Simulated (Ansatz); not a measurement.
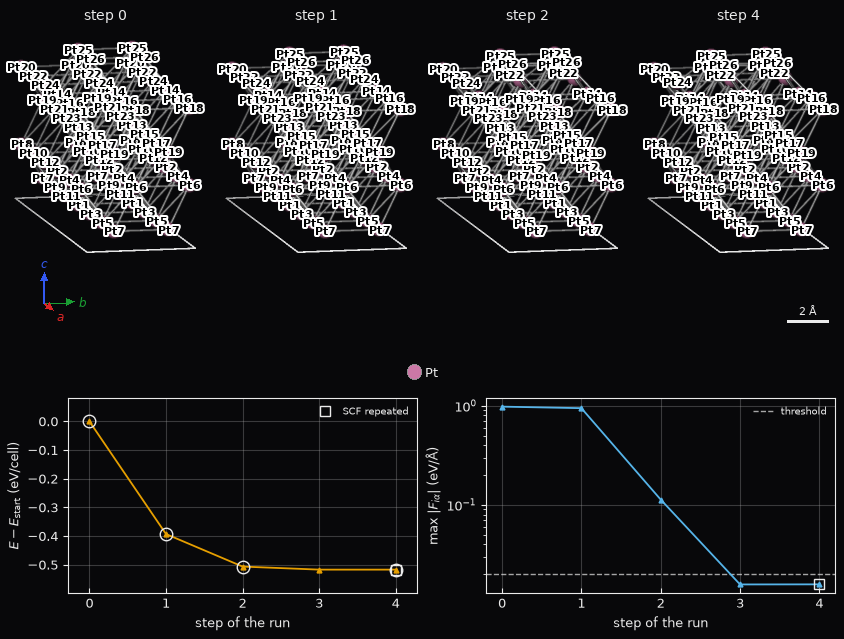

Frames of a constrained relaxation of a slab of composition Pt (cut from the Fm-3m phase), marked on the history of the run. The picture is a ball-and-stick view of the 1 × 2 repeat of the cell, outlined in the plane, without the vacuum (origin shifted), seen slightly off an axis.

Case: stripe over 2 of 6 cells, two steps. 12 atoms are held fixed.

Computed with DFT PBEsol, scalar-relativistic, plane waves, PAW (Ansatz 0.2.0). Set-up: plane-wave cutoff 420 eV; k-point mesh 2 × 12 × 1; occupations gaussian; smearing width 0.1 eV; no spin polarisation; dipole correction; atoms relaxed in a fixed cell; force threshold 0.02 eV/Å; at most 45 steps.

What happens along the run?

Over 3 accepted moves (4 points after the start) the energy falls by 0.517 eV per cell of the calculation. The largest force component goes from 0.98 to 0.016 eV/Å. 1 step only repeated the SCF at the same geometry. The largest moves, 0.30 Å, are those of Pt25 and Pt26. Pt25 goes at 8° to the normal (−c side). The lattice vectors keep their values. Some distances before and after: Pt14–Pt16 2.771 → 2.996 Å, Pt13–Pt24 2.771 → 2.942 Å, Pt16–Pt18 2.771 → 2.654 Å, Pt13–Pt15 2.771 → 2.886 Å. From step 0 to 1: Pt atoms move most (0.19 Å), energy −0.393 eV per cell of the calculation. From step 1 to 2: Pt14 moves most (0.12 Å), energy −0.113 eV per cell of the calculation. From step 2 to 4: Pt atoms move most (0.04 Å), energy −10.6 meV per cell of the calculation.

| step | E − E(0), meV/atom | largest force component, eV/Å | note |
| --- | --- | --- | --- |
| 0 | 0.00 | 0.9819 |  |
| 1 | -15.10 | 0.9477 |  |
| 2 | -19.46 | 0.1133 |  |
| 3 | -19.87 | 0.0158 |  |
| 4 | -19.87 | 0.0158 | same geometry, SCF repeated |
